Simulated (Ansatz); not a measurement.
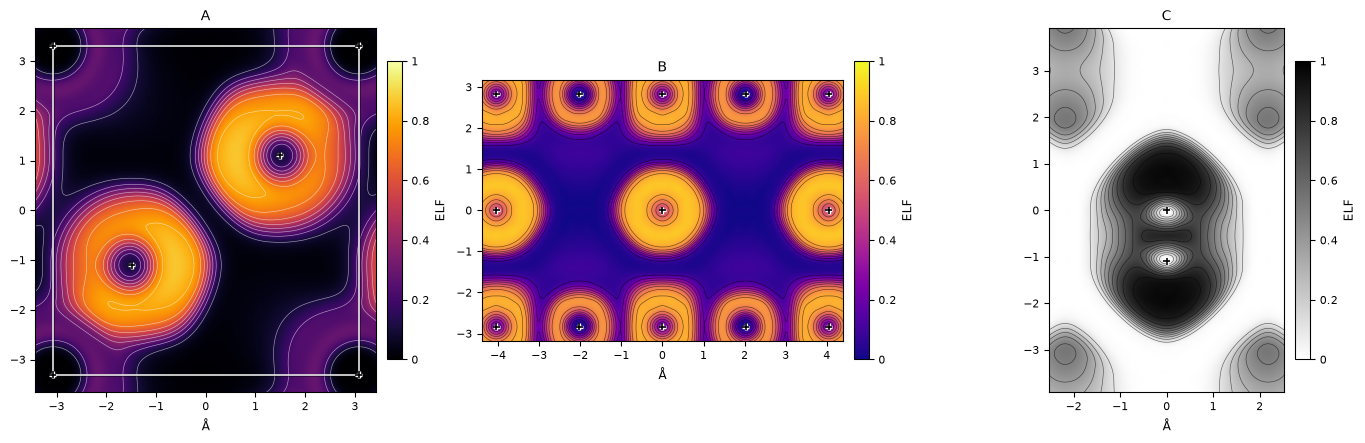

The electron localisation function of 3 systems, each on a plane through atoms (crosses mark nuclei in the plane).

The calculation used Ansatz 0.2.0, DFT PBEsol, scalar-relativistic, plane waves, PAW.

System 1: SnSe2, the (110) plane of the conventional cell. Space group P-3m1.

System 2: KTaO3, the (011) plane of the conventional cell. Space group P4/mmm; a structure from a database of computed crystals, not necessarily the ambient phase; changed on purpose from its base cell (biaxial strain in the a-b plane, c and atoms relaxed: +1.5 %); computed pressure about −5 GPa in this cell.

```cif
data_structure
_symmetry_space_group_name_H-M 'P 1'
_symmetry_Int_Tables_number 1
_cell_length_a 4.0454
_cell_length_b 4.0454
_cell_length_c 3.9655
_cell_angle_alpha 90.000
_cell_angle_beta 90.000
_cell_angle_gamma 90.000
_cell_volume 64.90
loop_
_atom_site_label
_atom_site_type_symbol
_atom_site_fract_x
_atom_site_fract_y
_atom_site_fract_z
_atom_site_occupancy
K1 K 0.50000 0.50000 0.50000 1
Ta1 Ta 0.00000 0.00000 0.00000 1
O1 O 0.00000 0.50000 0.00000 1
O2 O 0.00000 0.00000 0.50000 1
O3 O 0.50000 0.00000 0.00000 1
```

System 3: N, the (100) plane of the conventional cell. Space group P6₃/mmc; a structure from a database of computed crystals, not necessarily the ambient phase; changed on purpose from its base cell (strain along c alone, the other axes held, atoms relaxed: -4.0 %).

### Which map belongs to which system?

Panel A is system 1, SnSe2: the plane holds Sn and Se. Sn–Se (2.72 Å): the ELF is about 0.60 at the midpoint. Panel B is system 2, KTaO3: the plane holds K, Ta and O. K–O (2.83 Å): the ELF is about 0.05 at the midpoint; a closed-shell, largely ionic contact. Panel C is system 3, N: the plane holds N. N–N (1.10 Å): the ELF peaks at about 0.85 between the atoms (inside overlapping PAW spheres, so only a guide); a short, multiple covalent bond.
